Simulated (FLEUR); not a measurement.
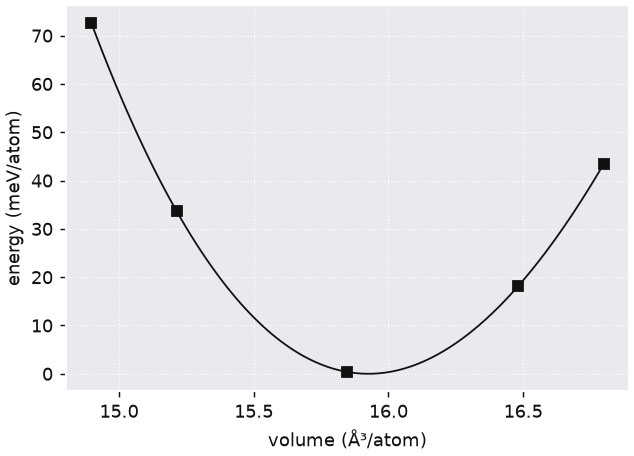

The plot gives the computed energy against volume for W, space group Im-3m (No. 229).

Starting cell:
```
CELL_PARAMETERS angstrom
-1.58234 1.58234 1.58234
1.58234 -1.58234 1.58234
1.58234 1.58234 -1.58234
ATOMIC_POSITIONS crystal
W 0.00000 0.00000 0.00000
```

Computed with FLEUR MaX-R8.1 (later development tree): all-electron LAPW DFT, no spin polarisation; energies at scaled volumes of the given cell, shape and fractions fixed, counted from the fit's minimum, third-order Birch-Murnaghan fit. Level: r2SCAN.

- k mesh: 12×12×12
- occupations: Fermi–Dirac
- smearing width: 0.05 eV
- potentials: all electron
- program settings: basis FLAPW, kmax 4.17 1/bohr

Give the fitted equation-of-state parameters.

Answer. A third-order Birch–Murnaghan fit gives V0 = 15.93 Å³/atom, B0 = 316 GPa and B′ = 3.7.
